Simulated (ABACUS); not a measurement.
**Run report: CdTe, band-structure run (part 2 of 2)**

Continued. System: CdTe (2 atoms in the cell). Method: Kohn-Sham DFT of a periodic cell, PBE, Ansatz NC PBE, no spin polarisation (ABACUS 3.10.1); cutoff 1129.27 eV, 6×6×6 k-mesh, fermi-dirac of 0.05 eV. The structure derives from an entry of the Crystallography Open Database.

Geometry of the input (Å; fractional positions):
```
-3.2050  0.0000  3.2050
0.0000  3.2050  3.2050
-3.2050  3.2050  0.0000
Te 0.2500  0.2500  0.2500
Cd 0.0000  0.0000  0.0000
```

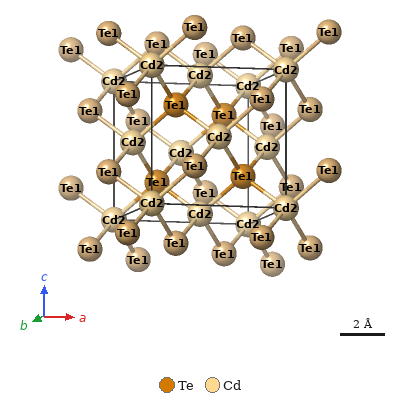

The structure (ball-and-stick view of the cell 4 times as large as that of the calculation, set on its symmetry axes, seen at an oblique angle; neighbours outside the cell are drawn fainter; atoms are numbered from 1 in the order of the input).

**Output, continued**
```
----------------------------------------------------------
 E_KohnSham     -568.2421597358      -7731.3312162330
 E_Harris       -569.8897673431      -7753.7480677600
 E_Fermi        0.6126241875         8.3351796830
----------------------------------------------------------

 PW ALGORITHM --------------- ION=   1  ELEC=   2--------------------------------

 Density error is 0.00859910026755
                          Error Threshold = 0.000149727330456
----------------------------------------------------------
     Energy           Rydberg                 eV
----------------------------------------------------------
 E_KohnSham     -568.2551568584      -7731.5080511586
 E_Harris       -567.1249544761      -7716.1308588661
 E_Fermi        0.6225298639         8.4699533244
----------------------------------------------------------

 PW ALGORITHM --------------- ION=   1  ELEC=   3--------------------------------

 Density error is 0.000495717683715
                          Error Threshold = 2.38863896321e-05
----------------------------------------------------------
     Energy           Rydberg                 eV
----------------------------------------------------------
 E_KohnSham     -568.2572795530      -7731.5369318993
 E_Harris       -568.5084695956      -7734.9545477597
 E_Fermi        0.6235304119         8.4835664778
----------------------------------------------------------

 PW ALGORITHM --------------- ION=   1  ELEC=   4--------------------------------

 Density error is 2.39237135317e-05
                          Error Threshold = 1.37699356587e-06
----------------------------------------------------------
     Energy           Rydberg                 eV
----------------------------------------------------------
 E_KohnSham     -568.2573866346      -7731.5383888196
 E_Harris       -568.2036305124      -7730.8069992553
 E_Fermi        0.6238234983         8.4875541237
----------------------------------------------------------

 PW ALGORITHM --------------- ION=   1  ELEC=   5--------------------------------

 Density error is 1.8584918921e-06
                          Error Threshold = 6.64547598102e-08
----------------------------------------------------------
     Energy           Rydberg                 eV
----------------------------------------------------------
 E_KohnSham     -568.2573935224      -7731.5384825324
 E_Harris       -568.2492234437      -7731.4273229095
 E_Fermi        0.6244357737         8.4958845580
----------------------------------------------------------

 PW ALGORITHM --------------- ION=   1  ELEC=   6--------------------------------

 Density error is 1.13536276374e-07
                          Error Threshold = 5.16247747806e-09
----------------------------------------------------------
     Energy           Rydberg                 eV
----------------------------------------------------------
 E_KohnSham     -568.2573941930      -7731.5384916568
 E_Harris       -568.2553684531      -7731.5109300513
 E_Fermi        0.6246126347         8.4982908750
----------------------------------------------------------

 PW ALGORITHM --------------- ION=   1  ELEC=   7--------------------------------

 Density error is 8.18655361848e-09
                          Error Threshold = 3.15378545484e-10
----------------------------------------------------------
     Energy           Rydberg                 eV
----------------------------------------------------------
 E_KohnSham     -568.2573942618      -7731.5384925927
 E_KS(sigma->0) -568.2573941633      -7731.5384912526
 E_Harris       -568.2568908080      -7731.5316427533
 E_band         -56.7839067754       -772.5846868461
 E_one_elec     -365.3567754508      -4970.9339490370
 E_Hartree      191.1841176839       2601.1933676036
 E_xc           -103.4163179211      -1407.0511899068
 E_Ewald        -290.6684183768      -3954.7467185724
 E_entropy(-TS) -0.0000001970        -0.0000026801
 E_descf        0.0000000000         0.0000000000
 E_exx          0.0000000000         0.0000000000
 E_Fermi        0.6246772728         8.4991703216
----------------------------------------------------------

 charge density convergence is achieved
 final etot is -7731.5384926 eV
 EFERMI = 8.4991703216 eV

 STATE ENERGY(eV) AND OCCUPATIONS    NSPIN == 1
 1/4 kpoint (Cartesian) = 0.0000 0.0000 0.0000 (5769 pws)
       1       -94.1753     0.00925926
       2       -55.2280     0.00925926
       3       -55.2280     0.00925926
       4       -55.2280     0.00925926
       5       -28.0552     0.00925926
       6       -28.0552     0.00925926
       7       -28.0552     0.00925926
       8       -28.0464     0.00925926
       9       -28.0464     0.00925926
      10       -3.33342     0.00925926
      11      -0.367905     0.00925926
      12      -0.367905     0.00925926
      13      -0.367905     0.00925926
      14     -0.0825723     0.00925926
      15     -0.0825723     0.00925926
      16        8.03575     0.00925839
      17        8.03575     0.00925839
      18        8.03575     0.00925839
      19        8.90553    2.73430e-06
      20        12.6297    1.22928e-38
      21        12.6297    1.22928e-38
      22        12.6297    1.22928e-38
      23        15.5333    7.39014e-64
      24        17.5682    1.56333e-81
      25        17.5682    1.56333e-81
      26        18.1049    3.40679e-86
      27        18.1049    3.40679e-86
      28        18.1049    3.40679e-86

 2/4 kpoint (Cartesian) = -0.16667 0.16667 0.16667 (5708 pws)
       1       -94.1753      0.0740741
       2       -55.2280      0.0740741
       3       -55.2280      0.0740741
       4       -55.2280      0.0740741
       5       -28.0552      0.0740741
       6       -28.0551      0.0740741
       7       -28.0551      0.0740741
       8       -28.0463      0.0740741
       9       -28.0463      0.0740741
      10       -3.22576      0.0740741
      11      -0.347375      0.0740741
      12      -0.347375      0.0740741
      13      -0.281375      0.0740741
      14     -0.0839679      0.0740741
      15     -0.0839679      0.0740741
      16        6.25792      0.0740741
      17        7.79213      0.0740740
      18        7.79213      0.0740740
      19        9.97378    1.15183e-14
      20        12.7828    4.59775e-39
      21        12.9831    8.36471e-41
      22        12.9831    8.36471e-41
      23        16.5015    2.30414e-71
      24        16.5790    4.89214e-72
      25        16.5790    4.89214e-72
      26        17.8488    4.56957e-83
      27        20.0089        0.00000
      28        20.0089        0.00000

 3/4 kpoint (Cartesian) = -0.33333 0.33333 0.33333 (5678 pws)
       1       -94.1753      0.0740741
       2       -55.2280      0.0740741
       3       -55.2280      0.0740741
       4       -55.2280      0.0740741
       5       -28.0553      0.0740741
       6       -28.0550      0.0740741
       7       -28.0550      0.0740741
       8       -28.0463      0.0740741
       9       -28.0463      0.0740741
      10       -3.01022      0.0740741
      11      -0.312083      0.0740741
      12      -0.312083      0.0740741
      13     -0.0796152      0.0740741
      14     -0.0796152      0.0740741
      15      0.0184314      0.0740741
      16        4.32533      0.0740741
      17        7.38727      0.0740741
      18        7.38727      0.0740741
      19        10.0068    5.95610e-15
      20        13.2715    2.61649e-43
      21        13.2715    2.61649e-43
      22        14.3832    5.77938e-53
      23        16.1010    6.92893e-68
      24        17.0027    1.02036e-75
      25        17.0027    1.02036e-75
      26        20.4506        0.00000
      27        21.9524        0.00000
      28        21.9524        0.00000

 4/4 kpoint (Cartesian) = -0.50000 0.50000 0.50000 (5624 pws)
       1       -94.1752      0.0370370
       2       -55.2281      0.0370370
       3       -55.2280      0.0370370
       4       -55.2280      0.0370370
       5       -28.0554      0.0370370
       6       -28.0549      0.0370370
       7       -28.0549      0.0370370
       8       -28.0462      0.0370370
       9       -28.0462      0.0370370
      10       -2.90477      0.0370370
      11      -0.298432      0.0370370
      12      -0.298432      0.0370370
      13     -0.0727006      0.0370370
      14     -0.0727006      0.0370370
      15       0.297665      0.0370370
      16        3.42473      0.0370370
      17        7.21200      0.0370370
      18        7.21200      0.0370370
      19        9.88957    3.10304e-14
      20        13.2296    3.02567e-43
      21        13.2296    3.02567e-43
      22        15.1152    1.26517e-59
      23        16.7955    3.22132e-74
      24        18.4507    1.35064e-88
      25        18.4507    1.35064e-88
      26        19.6958        0.00000
      27        19.8771        0.00000
      28        19.8771        0.00000

------------------------------------------------------------------------------------------
 TOTAL-FORCE (eV/Angstrom)
------------------------------------------------------------------------------------------
                       Te1         0.0000000000         0.0000000000         0.0000000000
                       Cd1         0.0000000000         0.0000000000         0.0000000000
------------------------------------------------------------------------------------------

----------------------------------------------------------------
 TOTAL-STRESS (KBAR)
----------------------------------------------------------------
        42.6654157948         0.0000000000         0.0000000000
         0.0000000000        42.6654157948         0.0000000000
         0.0000000000         0.0000000000        42.6654157948
----------------------------------------------------------------
 TOTAL-PRESSURE: 42.665416 KBAR

 --------------------------------------------
 !FINAL_ETOT_IS -7731.5384925926555297 eV
 --------------------------------------------
```

**Standard output**
```
ABACUS v3.10.1

               Atomic-orbital Based Ab-initio Computation at UStc                    Local thread limit: 256

%%%%%%%%%%%%%%%%%%%%%%%%%%%%%%%%%%%%%%%%%%%%%%%%%%%%%%%%%%%%%%%%%%%%%%%%%%%%%%%%%%%%%%%%%%%%%%%%%%%%%%%%%
 Warning: the number of valence electrons in pseudopotential > 6 for Te: [Kr] 4d10 5s2 5p4
 Warning: the number of valence electrons in pseudopotential > 12 for Cd: [Kr] 4d10 5s2
 Pseudopotentials with additional electrons can yield (more) accurate outcomes, but may be less efficient.
 If you're confident that your chosen pseudopotential is appropriate, you can safely ignore this warning.
%%%%%%%%%%%%%%%%%%%%%%%%%%%%%%%%%%%%%%%%%%%%%%%%%%%%%%%%%%%%%%%%%%%%%%%%%%%%%%%%%%%%%%%%%%%%%%%%%%%%%%%%%

 UNIFORM GRID DIM        : 50 * 50 * 50
 UNIFORM GRID DIM(BIG)   : 50 * 50 * 50
 ---------------------------------------------------------
 Self-consistent calculations for electrons
 ---------------------------------------------------------
 SPIN    KPOINTS         PROCESSORS  THREADS
 1       16              4           4
 ---------------------------------------------------------
 Use plane wave basis
 ---------------------------------------------------------
 ELEMENT NATOM       XC
 Te      1
 Cd      1
 ---------------------------------------------------------
 Initial plane wave basis and FFT box
 ---------------------------------------------------------
 -------------------------------------------
 SELF-CONSISTENT :
 -------------------------------------------
 START CHARGE      : atomic
 ITER       ETOT/eV          EDIFF/eV         DRHO     TIME/s
 DA1     -7.73133122e+03   0.00000000e+00   5.3902e-02   6.60
 DA2     -7.73150805e+03  -1.76834926e-01   8.5991e-03   3.01
 DA3     -7.73153693e+03  -2.88807407e-02   4.9572e-04   2.94
 DA4     -7.73153839e+03  -1.45692029e-03   2.3924e-05   3.24
 DA5     -7.73153848e+03  -9.37127814e-05   1.8585e-06   2.21
 DA6     -7.73153849e+03  -9.12435079e-06   1.1354e-07   3.50
 DA7     -7.73153849e+03  -9.35901566e-07   8.1866e-09   3.83
----------------------------------------------------------------
 TOTAL-STRESS (KBAR)
----------------------------------------------------------------
        42.6654157948         0.0000000000         0.0000000000
         0.0000000000        42.6654157948         0.0000000000
         0.0000000000         0.0000000000        42.6654157948
----------------------------------------------------------------
 TOTAL-PRESSURE: 42.665416 KBAR
```

**Key numbers**

| quantity | value |
| --- | --- |
| outcome | converged |
| space group (tolerance 0.01 Å) | F-43m (216) |
| electrons treated | 36 |
| free energy | −7731.5385 eV |
| Fermi energy of the self-consistent step | 8.499 eV |
| gap on the k-point mesh | 0.87 eV |
| pressure | 4.27 GPa |
| largest force (length of the vector) | under 0.001 eV/Å |
| hardware | 4 threads of AMD EPYC (Zen 3), 128 GiB of memory available, shared host |
| wall time | 30 s (CPU time 1.9 min) |
| peak memory | 0.56 GiB |
